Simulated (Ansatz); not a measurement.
# Σ5 (210) boundary in fcc Pt with Ag (substitutional): structure and resistance

Wanted: what the Σ5 (210) boundary in fcc Pt with Ag (substitutional) costs an interconnect.

Main program and level: Ansatz 0.2.0; Ansatz plane-wave DFT, PBE, PAW files; relaxation of a bicrystal slab with its lowest layers held; PAW set soft_1, in the first sound run; inputs show where later runs differ.

## (1) Starting point

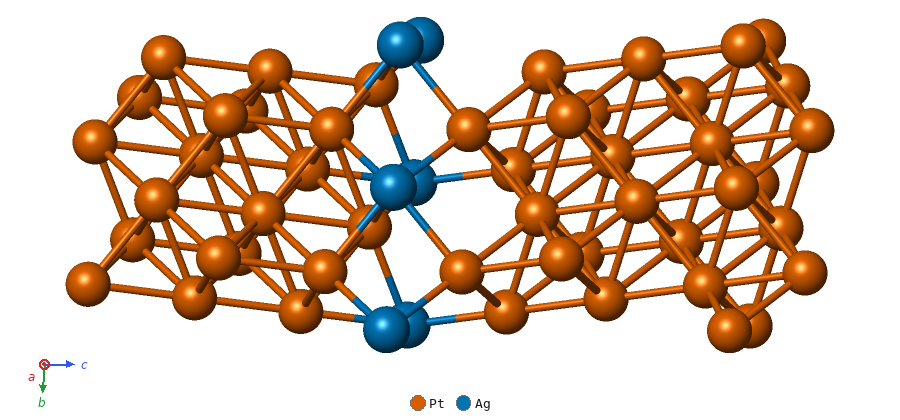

Start, viewed from the side, with the c axis across the page; platinum orange, silver blue. 1×2×1 cells are drawn. Some periodic images of atoms are drawn too.

The cell holds 21 atoms: 20 Pt and 1 Ag. Its edges and angles: a = 4.803 Å, b = 3.922 Å, c = 29.416 Å, α = 90.0°, β = 90.0°, γ = 65.9°. It derives from Pt. built on the (2 1 0) plane; 2 overlapping atoms removed and the grains opened by 0 Å. Vacuum lies along c.

## (2) Relaxing the bicrystal

The boundary is built by mirroring the lower grain in the boundary plane and removing any atoms that overlap; then the Ag is put in at the boundary. A thin bicrystal slab is relaxed first, with the lowest layers held and the upper grain free to shift and open.

input.yaml reads:

```yaml
crystal:
  lattice:
    - [4.8032044366, 0.0, 0.0]
    - [1.6010681455, 3.58009721, 0.0]
    - [0.0, 0.0, 29.4157639274]
  atoms:
    - { symbol: Pt, position: [0.6, 0.7, 0.1699768876] }
    - { symbol: Pt, position: [0.2, 0.4, 0.1997888327] }
    - { symbol: Pt, position: [0.8, 0.1, 0.2296007779] }
    - { symbol: Pt, position: [0.4, 0.8, 0.259412723] }
    - { symbol: Pt, position: [0.0, 0.5, 0.2892246681] }
    - { symbol: Pt, position: [0.6, 0.2, 0.3190366132] }
    - { symbol: Pt, position: [0.2, 0.9, 0.3488485583] }
    - { symbol: Pt, position: [0.8, 0.6, 0.3786605034] }
    - { symbol: Pt, position: [0.4, 0.3, 0.4084724485] }
    - { symbol: Ag, position: [0.0, 0.0, 0.4382843936] }
    - { symbol: Pt, position: [0.8, 0.6, 0.4979082838] }
    - { symbol: Pt, position: [0.2, 0.9, 0.5277202289] }
    - { symbol: Pt, position: [0.6, 0.2, 0.557532174] }
    - { symbol: Pt, position: [0.0, 0.5, 0.5873441191] }
    - { symbol: Pt, position: [0.4, 0.8, 0.6171560642] }
    - { symbol: Pt, position: [0.8, 0.1, 0.6469680093] }
    - { symbol: Pt, position: [0.2, 0.4, 0.6767799544] }
    - { symbol: Pt, position: [0.6, 0.7, 0.7065918995] }
    - { symbol: Pt, position: [0.0, 0.0, 0.7364038446] }
    - { symbol: Pt, position: [0.4, 0.3, 0.7662157897] }
    - { symbol: Pt, position: [0.8, 0.6, 0.7960277348] }
kpoints:
  mp_grid: { grid: [7, 7, 1] }
hamiltonian:
  xc: pbe
  pseudopotentials: { kind: paw, azcp: { folder: soft_1 } }
scf:
  occupations: { method: fermi_dirac, width: 0.1 }
relax:
  f_tol: 0.03
  max_steps: 80
  constraints: [{ sites: [0, 1, 2, 3] }]
```

On the command line:

```console
ansatz run input.yaml --threads 4 --pin off --max-ram 15360MiB --backend cpu --events-out ev --progress --plain --runs-dir out
```

Numbers of over 12 decimals in the logs are rounded to 6 here.

The log of the run:

```text
Engine: ansatz 0.2.0, aarch64-unknown-linux-gnu
Pseudopotentials: kind: paw
Pseudopotential: Pt, paw, valence charge 18, recommended cutoff 420 eV (normal), soft_1/Pt.paw.azcp
Pseudopotential: Ag, paw, valence charge 19, recommended cutoff 420 eV (normal), soft_1/Ag.paw.azcp
Functional definition: PBE
  parameter kappa = 0.804
  parameter beta = 0.066725
  exchange = pbe_x(kappa = kappa, mu = beta*pi^2/3)
  correlation = pbe_c(beta = beta)
Crystal: 21 atoms, lattice volume = 505.832 Å³
Basis set: ecut = 420 eV, 9823 PW (Γ), exchange–correlation on 72×54×400 points (8 copies of the dense FFT grid, shifted against one another)
Bands: 228, of which v1, the nominal top of the filled ones, is band 190 counted from 1 (189 counted from 0)
Symmetry: 2 space group operations
Space group: Cm (ITA 8), of the structure as read, at distance tolerance 8.0e-5 Å
k-points: 16 of 49 (time reversal used)
Non-local potential: Pt, projectors of the file, l = 0: 3, l = 1: 2, l = 2: 2, l = 3: 1
Non-local potential: Ag, projectors of the file, l = 0: 3, l = 1: 2, l = 2: 2, l = 3: 1
PAW form: soft (Blöchl's): semilocal exchange-correlation on the pseudo side does not see the compensation charge
PAW one-centre angular grid: Pt, 590 points (default); XC on 64 Gauss nodes
PAW one-centre angular grid: Ag, 590 points (default); XC on 64 Gauss nodes
Initial density: superposition of atomic densities (neutral atoms: chi_scale 0, normalization atom)
Initial wavefunctions: pseudopotential atomic-orbital guess
Functional: x = pbe(κ = 0.804, μ = 0.219515), c = pbe(β = 0.066725)
SCF iter   1: F=—  HF=-258086.152233 eV  |F-HF|=—  |Δ(HF+E_count)|=         —  Δρ=7.11e-2  dr2=3.88e1  ethr=3.10e-3  ⟨swp⟩=6.0  Hψ=13217  notcnv=0  defer=99
preconditioner: auto → LDOS  [metal: Δε(μ)=0.014 eV  Ē_g=7.630 eV  σ=0.100 eV  W_gap=0.04  n_scr=134 (ndim 8)  ℏωp=24.0 eV  f_vac=0.306  D(μ)=32.23/eV (n_scr^D=328)  β→1.0]
SCF iter   2: F=—  HF=-258085.214098 eV  |F-HF|=—  |Δ(HF+E_count)|=   9.38e-1  Δρ=6.07e-2  dr2=2.01e1  ethr=3.10e-3  ⟨swp⟩=3.0  Hψ=8796  notcnv=0  defer=282
SCF iter   3: F=—  HF=-258079.230953 eV  |F-HF|=—  |Δ(HF+E_count)|=    5.98e0  Δρ=1.17e-2  dr2=1.63e0  ethr=3.10e-3  ⟨swp⟩=2.0  Hψ=7224  notcnv=0  defer=296
SCF iter   4: F=—  HF=-258079.041958 eV  |F-HF|=—  |Δ(HF+E_count)|=   1.89e-1  Δρ=2.75e-3  dr2=2.08e-1  ethr=4.30e-4  ⟨swp⟩=2.1  Hψ=5995  notcnv=0  defer=291
SCF iter   5: F=—  HF=-258079.027410 eV  |F-HF|=—  |Δ(HF+E_count)|=   1.45e-2  Δρ=1.36e-3  dr2=2.51e-2  ethr=5.49e-5  ⟨swp⟩=2.1  Hψ=4987  notcnv=0  defer=291
SCF iter   6: F=—  HF=-258079.025741 eV  |F-HF|=—  |Δ(HF+E_count)|=   1.67e-3  Δρ=4.40e-4  dr2=3.29e-3  ethr=6.61e-6  ⟨swp⟩=2.1  Hψ=5006  notcnv=0  defer=291
SCF iter   7: F=—  HF=-258079.024785 eV  |F-HF|=—  |Δ(HF+E_count)|=   9.56e-4  Δρ=2.03e-4  dr2=6.83e-4  ethr=8.67e-7  ⟨swp⟩=2.0  Hψ=5133  notcnv=0  defer=291
SCF iter   8: F=—  HF=-258079.024772 eV  |F-HF|=—  |Δ(HF+E_count)|=   1.25e-5  Δρ=6.99e-5  dr2=8.53e-5  ethr=1.80e-7  ⟨swp⟩=2.0  Hψ=4890  notcnv=0  defer=291
SCF iter   9: F=-258079.024754 eV  HF=-258079.024768 eV  |F-HF|=1.41e-5  |Δ(HF+E_count)|=   4.18e-6  Δρ=3.14e-5  dr2=1.55e-5  ethr=5.94e-9  ⟨swp⟩=4.1  Hψ=11420  notcnv=0
SCF 1 converged in 9 iterations: F = -258079.024754 eV  dr2 = 1.55e-5
  greatest PAW one-centre occupation: 1.002 electrons in one spin orbital (limit 2), on the Ag atom at site 9 (counted from 0), in its partial waves of l = 0
relax step   1: F+E_penalty+E_count = -258079.02475407 eV  Δ(F+E_penalty+E_count) = +0.000e0 eV  max|allowed force component| = 1.137e0 eV/Å  Δτ_max = 0.0000 Å  (9 SCF iters, dr2 threshold 2.25e-5 eV, accepted)
Initial density: handed on by an earlier stage of this run
Initial wavefunctions: those handed on with the density
iter 1 solved again at ethr=8.88e-4 eV; its pass at ethr=3.10e-3 eV (dr2=3.36e0 eV) is discarded
SCF iter   1: F=—  HF=-258079.458713 eV  |F-HF|=—  |Δ(HF+E_count)|=         —  Δρ=1.44e-2  dr2=2.93e0  ethr=8.88e-4  ⟨swp⟩=1.0  Hψ=12096  notcnv=0  defer=289
preconditioner: auto → LDOS  [metal: Δε(μ)=0.008 eV  Ē_g=7.703 eV  σ=0.100 eV  W_gap=0.02  n_scr=134 (ndim 8)  ℏωp=24.0 eV  f_vac=0.304  D(μ)=35.15/eV (n_scr^D=382)  β→1.0]
SCF iter   2: F=—  HF=-258079.389006 eV  |F-HF|=—  |Δ(HF+E_count)|=   6.97e-2  Δρ=5.94e-3  dr2=2.84e-1  ethr=7.73e-4  ⟨swp⟩=2.0  Hψ=5295  notcnv=0  defer=289
SCF iter   3: F=—  HF=-258079.332514 eV  |F-HF|=—  |Δ(HF+E_count)|=   5.65e-2  Δρ=2.77e-3  dr2=1.58e-1  ethr=7.48e-5  ⟨swp⟩=3.0  Hψ=7126  notcnv=0  defer=289
SCF iter   4: F=—  HF=-258079.315809 eV  |F-HF|=—  |Δ(HF+E_count)|=   1.67e-2  Δρ=1.36e-3  dr2=3.04e-2  ethr=4.18e-5  ⟨swp⟩=2.1  Hψ=5001  notcnv=0  defer=289
SCF iter   5: F=—  HF=-258079.312570 eV  |F-HF|=—  |Δ(HF+E_count)|=   3.24e-3  Δρ=5.31e-4  dr2=4.85e-3  ethr=8.01e-6  ⟨swp⟩=1.7  Hψ=4290  notcnv=0  defer=289
SCF iter   6: F=—  HF=-258079.312214 eV  |F-HF|=—  |Δ(HF+E_count)|=   3.56e-4  Δρ=1.60e-4  dr2=3.36e-4  ethr=1.28e-6  ⟨swp⟩=2.2  Hψ=4881  notcnv=0  defer=289
SCF iter   7: F=—  HF=-258079.312188 eV  |F-HF|=—  |Δ(HF+E_count)|=   2.59e-5  Δρ=7.00e-5  dr2=9.40e-5  ethr=8.87e-8  ⟨swp⟩=2.0  Hψ=5026  notcnv=0  defer=289
SCF iter   8: F=-258079.312171 eV  HF=-258079.312187 eV  |F-HF|=1.59e-5  |Δ(HF+E_count)|=   1.83e-6  Δρ=3.10e-5  dr2=1.72e-5  ethr=2.13e-8  ⟨swp⟩=4.0  Hψ=9856  notcnv=0
SCF 2 converged in 8 iterations: F = -258079.312171 eV  dr2 = 1.72e-5
relax step   2: F+E_penalty+E_count = -258079.31217067 eV  Δ(F+E_penalty+E_count) = -2.874e-1 eV  max|allowed force component| = 1.043e0 eV/Å  Δτ_max = 0.1947 Å  (8 SCF iters, dr2 threshold 8.08e-5 eV, accepted)
iter 1 solved again at ethr=2.41e-4 eV; its pass at ethr=3.10e-3 eV (dr2=9.13e-1 eV) is discarded
SCF iter   1: F=—  HF=-258079.509065 eV  |F-HF|=—  |Δ(HF+E_count)|=         —  Δρ=9.53e-3  dr2=8.08e-1  ethr=2.41e-4  ⟨swp⟩=1.8  Hψ=12061  notcnv=0  defer=286
preconditioner: auto → LDOS  [metal: Δε(μ)=0.014 eV  Ē_g=7.680 eV  σ=0.100 eV  W_gap=0.04  n_scr=134 (ndim 8)  ℏωp=24.0 eV  f_vac=0.301  D(μ)=35.38/eV (n_scr^D=382)  β→1.0]
SCF iter   2: F=—  HF=-258079.471124 eV  |F-HF|=—  |Δ(HF+E_count)|=   3.79e-2  Δρ=3.50e-3  dr2=1.52e-1  ethr=2.13e-4  ⟨swp⟩=2.0  Hψ=5431  notcnv=0  defer=286
SCF iter   3: F=—  HF=-258079.449613 eV  |F-HF|=—  |Δ(HF+E_count)|=   2.15e-2  Δρ=1.93e-3  dr2=3.68e-2  ethr=4.00e-5  ⟨swp⟩=2.6  Hψ=6132  notcnv=0  defer=286
SCF iter   4: F=—  HF=-258079.441755 eV  |F-HF|=—  |Δ(HF+E_count)|=   7.86e-3  Δρ=7.41e-4  dr2=5.20e-3  ethr=9.72e-6  ⟨swp⟩=2.0  Hψ=5363  notcnv=0  defer=286
SCF iter   5: F=—  HF=-258079.440906 eV  |F-HF|=—  |Δ(HF+E_count)|=   8.49e-4  Δρ=2.78e-4  dr2=1.09e-3  ethr=1.37e-6  ⟨swp⟩=2.0  Hψ=5363  notcnv=0  defer=286
[...]
SCF 3 converged in 7 iterations: F = -258079.440773 eV  dr2 = 2.08e-5
relax step   3: F+E_penalty+E_count = -258079.44077338 eV  Δ(F+E_penalty+E_count) = -1.286e-1 eV  max|allowed force component| = 1.978e-1 eV/Å  Δτ_max = 0.1325 Å  (7 SCF iters, dr2 threshold 6.80e-5 eV, accepted)
[... from here on, the SCF cycles and remarks between the steps are left out ...]
relax step   4: F+E_penalty+E_count = -258079.50672657 eV  Δ(F+E_penalty+E_count) = -6.595e-2 eV  max|allowed force component| = 1.736e-1 eV/Å  Δτ_max = 0.2000 Å  (9 SCF iters, dr2 threshold 2.45e-6 eV, accepted)
relax step   5: F+E_penalty+E_count = -258079.58456091 eV  Δ(F+E_penalty+E_count) = -7.783e-2 eV  max|allowed force component| = 2.260e-1 eV/Å  Δτ_max = 0.1949 Å  (8 SCF iters, dr2 threshold 1.88e-6 eV, accepted)
relax step   6: F+E_penalty+E_count = -258079.66271369 eV  Δ(F+E_penalty+E_count) = -7.815e-2 eV  max|allowed force component| = 1.485e-1 eV/Å  Δτ_max = 0.1949 Å  (6 SCF iters, dr2 threshold 3.93e-5 eV, accepted)
relax step   7: F+E_penalty+E_count = -258079.69735002 eV  Δ(F+E_penalty+E_count) = -3.464e-2 eV  max|allowed force component| = 1.647e-1 eV/Å  Δτ_max = 0.1937 Å  (8 SCF iters, dr2 threshold 9.52e-6 eV, accepted)
relax step   8: F+E_penalty+E_count = -258079.73218986 eV  Δ(F+E_penalty+E_count) = -3.484e-2 eV  max|allowed force component| = 4.847e-2 eV/Å  Δτ_max = 0.1648 Å  (8 SCF iters, dr2 threshold 1.17e-5 eV, accepted)
relax step   9: F+E_penalty+E_count = -258079.74851961 eV  Δ(F+E_penalty+E_count) = -1.633e-2 eV  max|allowed force component| = 7.769e-2 eV/Å  Δτ_max = 0.1989 Å  (9 SCF iters, accepted)
relax step  10: F+E_penalty+E_count = -258079.76310435 eV  Δ(F+E_penalty+E_count) = -1.458e-2 eV  max|allowed force component| = 9.383e-2 eV/Å  Δτ_max = 0.1954 Å  (10 SCF iters, accepted)
relax step  11: F+E_penalty+E_count = -258079.78152969 eV  Δ(F+E_penalty+E_count) = -1.843e-2 eV  max|allowed force component| = 1.333e-1 eV/Å  Δτ_max = 0.1950 Å  (8 SCF iters, dr2 threshold 8.80e-6 eV, accepted)
relax step  12: F+E_penalty+E_count = -258079.79557106 eV  Δ(F+E_penalty+E_count) = -1.404e-2 eV  max|allowed force component| = 1.716e-1 eV/Å  Δτ_max = 0.1935 Å  (7 SCF iters, dr2 threshold 1.78e-5 eV, accepted)
relax step  13: F+E_penalty+E_count = -258079.80265827 eV  Δ(F+E_penalty+E_count) = -7.087e-3 eV  max|allowed force component| = 4.431e-2 eV/Å  Δτ_max = 0.0763 Å  (6 SCF iters, dr2 threshold 2.94e-5 eV, accepted)
SCF iter   1: F=—  HF=-258079.821344 eV  |F-HF|=—  |Δ(HF+E_count)|=         —  Δρ=5.01e-3  dr2=8.55e-2  ethr=2.69e-4  ⟨swp⟩=4.6  Hψ=7603  notcnv=0  defer=287
preconditioner: auto → LDOS  [metal: Δε(μ)=0.015 eV  Ē_g=7.685 eV  σ=0.100 eV  W_gap=0.04  n_scr=134 (ndim 8)  ℏωp=24.0 eV  f_vac=0.305  D(μ)=34.43/eV (n_scr^D=354)  β→1.0]
SCF iter   2: F=—  HF=-258079.809647 eV  |F-HF|=—  |Δ(HF+E_count)|=   1.17e-2  Δρ=1.50e-3  dr2=1.36e-2  ethr=2.26e-5  ⟨swp⟩=2.9  Hψ=7430  notcnv=0  defer=287
SCF iter   3: F=—  HF=-258079.804844 eV  |F-HF|=—  |Δ(HF+E_count)|=   4.80e-3  Δρ=4.16e-4  dr2=1.25e-3  ethr=3.58e-6  ⟨swp⟩=2.8  Hψ=7078  notcnv=0  defer=287
SCF iter   4: F=—  HF=-258079.804509 eV  |F-HF|=—  |Δ(HF+E_count)|=   3.35e-4  Δρ=1.13e-4  dr2=1.33e-4  ethr=3.30e-7  ⟨swp⟩=2.4  Hψ=6466  notcnv=0  defer=287
SCF iter   5: F=—  HF=-258079.804452 eV  |F-HF|=—  |Δ(HF+E_count)|=   5.67e-5  Δρ=5.10e-5  dr2=3.43e-5  ethr=3.51e-8  ⟨swp⟩=2.5  Hψ=6056  notcnv=0  defer=287
SCF iter   6: F=—  HF=-258079.803719 eV  |F-HF|=—  |Δ(HF+E_count)|=   7.33e-4  Δρ=2.37e-5  dr2=6.33e-6  ethr=9.06e-9  ⟨swp⟩=2.1  Hψ=4588  notcnv=0  defer=287
SCF iter   7: F=—  HF=-258079.803719 eV  |F-HF|=—  |Δ(HF+E_count)|=   4.14e-7  Δρ=8.68e-6  dr2=8.09e-7  ethr=1.67e-9  ⟨swp⟩=2.1  Hψ=5019  notcnv=0  defer=287
SCF iter   8: F=—  HF=-258079.803719 eV  |F-HF|=—  |Δ(HF+E_count)|=   5.60e-8  Δρ=2.92e-6  dr2=1.61e-7  ethr=2.13e-10  ⟨swp⟩=1.9  Hψ=4943  notcnv=0  defer=287
SCF iter   9: F=-258079.803719 eV  HF=-258079.803719 eV  |F-HF|=2.17e-8  |Δ(HF+E_count)|=   6.96e-9  Δρ=1.33e-6  dr2=2.53e-8  ethr=2.64e-11  ⟨swp⟩=4.0  Hψ=10589  notcnv=0
SCF 14 converged in 9 iterations: F = -258079.803719 eV  dr2 = 2.53e-8
relax step  14: F+E_penalty+E_count = -258079.80371883 eV  Δ(F+E_penalty+E_count) = -1.061e-3 eV  max|allowed force component| = 1.714e-2 eV/Å  Δτ_max = 0.0568 Å  (9 SCF iters, accepted)
SCF converged after 9 iterations
Free energy (F): -258079.803719 eV
Harris-Foulkes:  -258079.803719 eV  (|F-HF|=2.17e-8)
Internal energy: -258078.692517 eV  (E = F + TS)
E sigma→0 (E₀):  -258079.248118 eV
Entropy (-TS):   -1.111202 eV (-52.914 meV/atom)
Fermi energy:    12.430798 eV
--- Per-component energies (eV) ---
  E_band       = -6697.812406
  E_kinetic    = 12387.363674
  E_local      = -441845.060559  (includes V_loc(G=0)·N_el)
  E_nonlocal   = 4108.907184
  E_hartree    = 215555.014455
  E_xc         = -4792.762952
  E_vxc        = -5611.015112  (∫ρ·V_xc dr)
  E_paw        = -193630.791666  (= ΣΔE_a)
  E_vpaw       = -6848.037599  (= ΣTr[D̂ρ^β])
  E_aug_tail   = 0.022769  (compensation charges beyond the density's cutoff)
  E_ewald      = 150138.614577
  E_smearing   = -1.111202  (= −TS)
  E_closure    = 0.000000  (closes the sum)
  Σ components = -258079.803719   (vs F -258079.803719, Δ=0.00e0)
--- Forces (eV/Å), atoms counted from 1 ---
  atom   1  Pt    -0.09603066     0.04294622     0.94690507
  atom   2  Pt     0.07669002    -0.03429682    -0.53150310
  atom   3  Pt     0.17152941    -0.07671028    -0.78529137
  atom   4  Pt    -0.15919111     0.07119243     0.38734071
  atom   5  Pt     0.00365783    -0.00163583    -0.00647404
  atom   6  Pt    -0.00711448     0.00318169    -0.00829880
  atom   7  Pt     0.00683979    -0.00305885    -0.00653575
  atom   8  Pt     0.00179312    -0.00080191     0.00573626
  atom   9  Pt    -0.00251516     0.00112481    -0.00432743
  atom  10  Ag    -0.00745700     0.00333487     0.01002626
  atom  11  Pt     0.01197671    -0.00535615    -0.00211581
  atom  12  Pt     0.00006813    -0.00003047     0.00355554
  atom  13  Pt    -0.00026348     0.00011783    -0.00753025
  atom  14  Pt    -0.00248428     0.00111100    -0.01713785
  atom  15  Pt     0.00220387    -0.00098560    -0.00431159
  atom  16  Pt     0.00032205    -0.00014403     0.01624129
  atom  17  Pt    -0.00390549     0.00174659     0.00677978
  atom  18  Pt     0.00670292    -0.00299764     0.00826223
  atom  19  Pt    -0.00499364     0.00223322    -0.00492116
  atom  20  Pt     0.00280858    -0.00125604    -0.00052820
  atom  21  Pt    -0.00062575     0.00027985    -0.00589117
  max |Σ_I F_I| component: 1.94e-5 eV/Å
--- Relaxed structure (14 steps of the walk, 14 accepted, 0 SCFs on fresh bases) ---
  F+E_penalty+E_count = -258079.80371883 eV   max|allowed force component| = 1.714e-2 eV/Å
  atoms:
    - { symbol: Pt, position: [0.600000, 0.700000, 0.1699768876] }
    - { symbol: Pt, position: [0.200000, 0.400000, 0.199789] }
    - { symbol: Pt, position: [0.8, 0.100000, 0.2296007779] }
    - { symbol: Pt, position: [0.400000, 0.800000, 0.259412723] }
    - { symbol: Pt, position: [-0.00954462, 0.504772, 0.291517] }
    - { symbol: Pt, position: [0.586600, 0.206700, 0.322018] }
    - { symbol: Pt, position: [0.190838, 0.904581, 0.352502] }
    - { symbol: Pt, position: [0.784869, 0.607566, 0.383094] }
    - { symbol: Pt, position: [0.397209, 0.301395, 0.416017] }
    - { symbol: Ag, position: [-0.00907039, 0.0045352, 0.442387] }
    - { symbol: Pt, position: [0.550608, 0.724696, 0.485064] }
    - { symbol: Pt, position: [-0.095732, 1.047866, 0.528897] }
    - { symbol: Pt, position: [0.303738, 0.348131, 0.547376] }
    - { symbol: Pt, position: [-0.301705, 0.650853, 0.584078] }
    - { symbol: Pt, position: [0.113391, 0.943304, 0.615879] }
    - { symbol: Pt, position: [0.512992, 0.243504, 0.644711] }
    - { symbol: Pt, position: [-0.093453, 0.546727, 0.676929] }
    - { symbol: Pt, position: [0.312613, 0.843694, 0.705253] }
    - { symbol: Pt, position: [-0.267762, 0.133881, 0.740385] }
    - { symbol: Pt, position: [0.122814, 0.438593, 0.770457] }
    - { symbol: Pt, position: [0.513408, 0.743296, 0.792590] }
```

It took 15 min on 4 threads of Arm Neoverse V1, shared host; peak memory 3 GiB; 58 min of CPU time.

Step by step:

| step | energy less that of the first step (eV) | largest force component (eV/Å) |
| --- | --- | --- |
| 1 | 0.0000 | 1.1372 |
| 2 | -0.2874 | 1.0434 |
| 3 | -0.4160 | 0.1978 |
| 4 | -0.4820 | 0.1736 |
| 5 | -0.5598 | 0.2260 |
| 6 | -0.6380 | 0.1485 |
| 7 | -0.6726 | 0.1647 |
| 8 | -0.7074 | 0.0485 |
| 9 | -0.7238 | 0.0777 |
| 10 | -0.7383 | 0.0938 |
| 11 | -0.7568 | 0.1333 |
| 12 | -0.7708 | 0.1716 |
| 13 | -0.7779 | 0.0443 |
| 14 | -0.7790 | 0.0171 |

The run keeps the 2 symmetry operations that it works with, so distortions that break them were not tested.

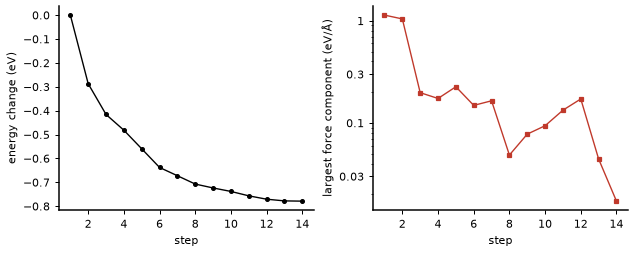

Energy and largest force along the relaxation.

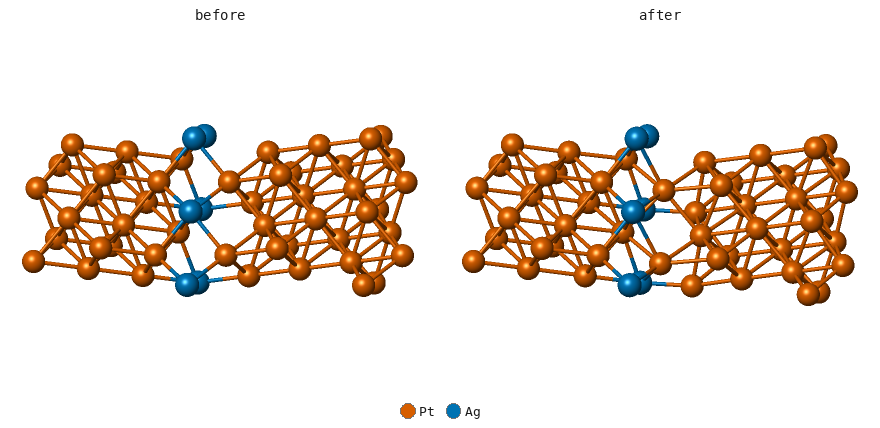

Before and after, at one scale.

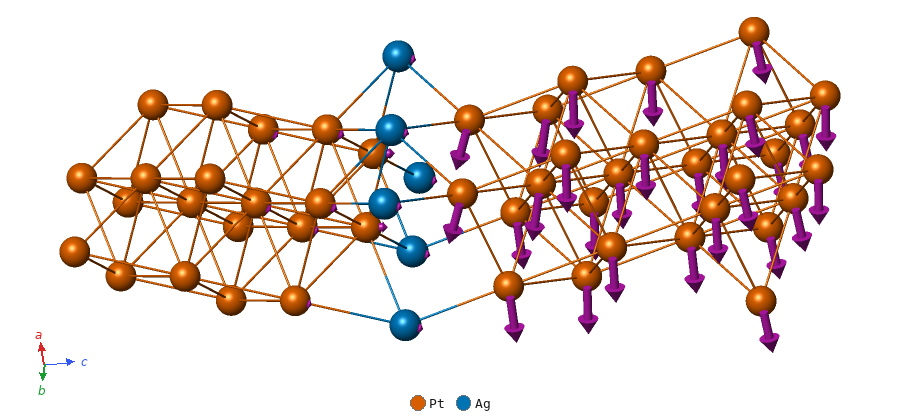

Displacements in the relaxation, scaled; the longest in the cell stands for 1.33 Å. 1×2×1 cells are drawn. Some periodic images of atoms are drawn too.

The atoms that moved most (Å):

| atom | dx | dy | dz | length |
| --- | --- | --- | --- | --- |
| Pt13 | -1.186 | 0.530 | -0.299 | 1.333 |
| Pt14 | -1.208 | 0.540 | -0.096 | 1.326 |
| Pt12 | -1.184 | 0.529 | 0.035 | 1.297 |
| Pt17 | -1.175 | 0.525 | 0.004 | 1.287 |
| Pt18 | -1.150 | 0.514 | -0.039 | 1.261 |
| Pt21 | -1.147 | 0.513 | -0.101 | 1.261 |
| Pt16 | -1.149 | 0.514 | -0.066 | 1.260 |
| Pt15 | -1.147 | 0.513 | -0.038 | 1.257 |

Numbers from this step:

- free energy: -258079.8037 eV
- energy at zero smearing: -258079.2481 eV
- Fermi energy: 12.43 eV

The largest force component on a free atom ends at 0.017 eV/Å, under the tolerance of 0.03, after 14 steps.

(Continued in part 2 of 2.)

[Logs are printed without paths, hosts, clocks, repeated set-up lines and the standing remarks that a program may print on its own settings, such as how far it seeks lower states.]

[Hosts, paths, dates, database ids (printed as entryN), source tags and the programs' standing remarks are cut or masked in the printed files.]
